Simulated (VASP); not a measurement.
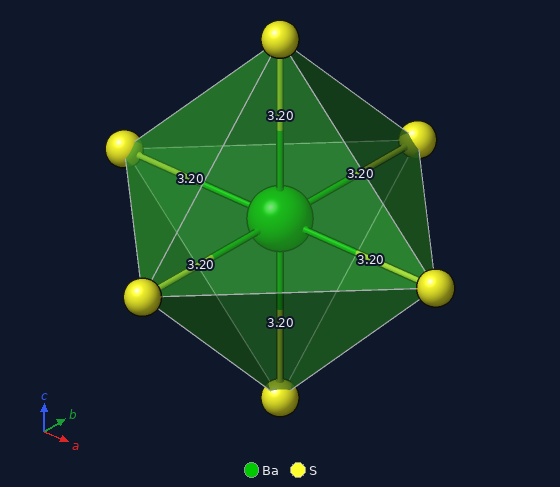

The BaS6 unit about Ba in BaS. Origin: coordinates from a relaxation with VASP 6.6.1, VASP Kohn-Sham DFT of a periodic cell, BLYP with D3(BJ), VASP PAW PBE potentials, recommended.

BaS, space group Fm-3m (No. 225), a = 6.407 Å, b = 6.407 Å, c = 6.407 Å, α = 90.00°, β = 90.00°, γ = 90.00°

```
site  Wyckoff       x       y       z
  Ba       4a  0.0000  0.0000  0.0000
   S       4b  0.5000  0.0000  0.0000
```

### Compute the usual distortion measures of this polyhedron.

It is closest to the octahedron.

```
                                 measure     value
                        mean bond length   3.204 Å
     bond-length distortion index (Baur)     0.000
   effective coordination number (Hoppe)      6.00
    shape measure against the octahedron      0.00
shape measure against the trigonal prism     16.74
     centre off the ligands' centroid by    0.00 Å
                       polyhedral volume  43.84 Å³
                    quadratic elongation     1.000
                     bond-angle variance  0.0 deg²
```
